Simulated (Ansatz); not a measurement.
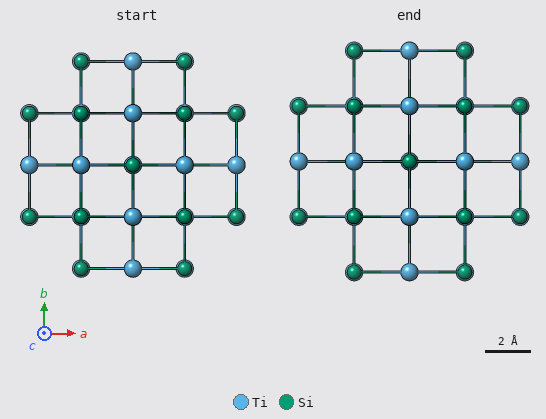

The structure of a crystal of TiSi (a generated structure, set up in Fm-3m) (coarse preliminary run) before (left) and after (right) a relaxation, at one scale.

The picture is a ball-and-stick view of the conventional cell (4 times the calculation's cell), seen along the c axis. Lengths and directions refer to the drawn axes.

Case: C → Si on all its sites, cell and atoms relaxed.

Computed with Ansatz 0.2.0, DFT PBEsol, scalar-relativistic, plane waves, PAW.

Input file:
```yaml
crystal:
  lattice:
    - [0.0, 2.3543978762, 2.3543978762]
    - [2.3543978762, 0.0, 2.3543978762]
    - [2.3543978762, 2.3543978762, 0.0]
  atoms:
    - { symbol: Ti, position: [0.0, 0.0, 0.0] }
    - { symbol: Si, position: [0.5, 0.5, 0.5] }
basis:
  ecutwfc: 420
kpoints:
  mp_grid: { grid: [8, 8, 8] }
hamiltonian:
  xc: pbesol
scf:
  occupations: { method: gaussian, width: 0.1 }
output:
  forces: true
  stress: true
  eigenvalues: true
relax:
  adjacent_minimum: "off"
  f_tol: 0.05
  max_steps: 60
  cell: { stress_tol: 0.5 }
```

Command:
```bash
ansatz run input.yaml --threads 1 --pin off --max-ram 2560MiB --backend cpu --events-out ev --progress --plain --runs-dir out
```

**Summarise the run.**

No atom moves by more than 0.005 Å relative to the cell. The volume changes by +22.1 %, with a = b = c 4.709 → 5.033 Å (+6.9 %). Some distances before and after: Ti1–Si2 2.354 → 2.517 Å. The space group stays Fm-3m (No. 225). After 3 accepted moves (4 points after the start) the energy has fallen by 0.564 eV per cell of the calculation. All forces vanish by symmetry, so only the cell relaxes. Pressure: 36.39 GPa at the start and 0.21 GPa at the end. The SCF was repeated once at an unchanged geometry on a basis and grid sized afresh for the cell, which shifted the energy by 4.8 meV per cell of the calculation at most.
